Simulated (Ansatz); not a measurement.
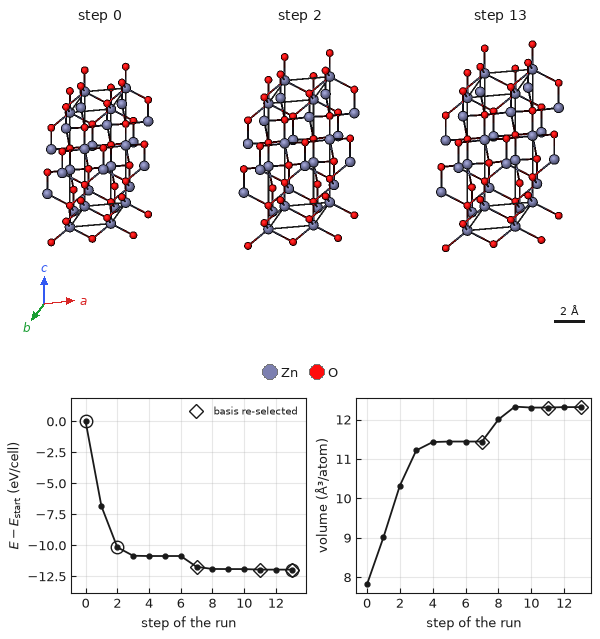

Frames of a relaxation of solid ZnO (built on the 4H polytype type), marked on the history of the run. A ball-and-stick model of the cell of the calculation, seen from a free direction.

These are results of DFT, PBE, plane waves, PAW (Ansatz), not measurements.

The input:
```yaml
crystal:
  lattice:
    - [2.8069519459, 0.0, 0.0]
    - [-1.403475973, 2.4308916924, 0.0]
    - [0.0, 0.0, 9.1675050554]
  atoms:
    - { symbol: Zn, position: [0.0, 0.0, 0.0] }
    - { symbol: Zn, position: [0.3333333333, 0.6666666667, 0.25] }
    - { symbol: Zn, position: [0.0, 0.0, 0.5] }
    - { symbol: Zn, position: [0.6666666667, 0.3333333333, 0.75] }
    - { symbol: O, position: [0.0, 0.0, 0.1875] }
    - { symbol: O, position: [0.3333333333, 0.6666666667, 0.4375] }
    - { symbol: O, position: [0.0, 0.0, 0.6875] }
    - { symbol: O, position: [0.6666666667, 0.3333333333, 0.9375] }
kpoints:
  mp_grid: { grid: [12, 12, 4] }
hamiltonian:
  xc: pbe
scf:
  occupations: { method: fermi_dirac, width: 0.02 }
relax:
  f_tol: 0.005
  cell: {}
```

Command:
```bash
ansatz run input.yaml --threads 2 --pin off --max-ram 20275MiB --backend cpu --events-out ev --progress --plain --runs-dir out
```

Q: What happens along the run?

A: The energy falls by 11.950 eV per cell of the calculation in 10 accepted moves (13 points after the start). The largest force component goes from 0.13 to 0.00051 eV/Å. Pressure: 160.75 GPa at the start and 0.00 GPa at the end. At 3 points the geometry stayed and the basis and grid were re-selected for the new cell (energy shift of 0.870 eV per cell of the calculation at most each time). The largest moves relative to the cell, 0.006 Å, are those of Zn1, Zn3, O5 and O7. O5 goes along +c. By element the largest moves are O 0.006 Å, Zn 0.006 Å. Cell: a = b 2.807 → 3.272 Å (+16.6 %), c 9.168 → 10.630 Å (+16.0 %). Volume +57.5 %. Some distances before and after: Zn1–O5 1.719 → 2.005 Å, Zn1–O8 1.719 → 1.999 Å. The space group stays P6_3mc (No. 186). From step 0 to 2: volume +32.0 %, energy −10.148 eV per cell of the calculation. From step 2 to 13: volume +19.3 %, energy −1.802 eV per cell of the calculation.

```tsv
step	E − E(0), meV/atom	largest force component, eV/Å	pressure, GPa	volume, Å³/atom	note
0	0.00	0.1296	160.75	7.819	
1	-855.32	0.0456	78.87	9.011	
2	-1268.49	0.0145	27.99	10.324	
3	-1354.01	0.0302	4.90	11.221	
4	-1356.60	0.0255	0.28	11.432	
5	-1356.57	0.0186	0.00	11.445	
6	-1356.58	0.0004	0.00	11.445	
7	-1465.30	0.0038	11.16	11.445	same geometry, new basis
8	-1487.16	0.0081	3.44	12.004	
9	-1488.05	0.0059	-0.26	12.330	
10	-1488.25	0.0011	-0.01	12.307	
11	-1493.78	0.0010	0.12	12.307	same geometry, new basis
12	-1493.73	0.0005	0.00	12.318	
13	-1493.77	0.0005	0.00	12.318	same geometry, new basis
```
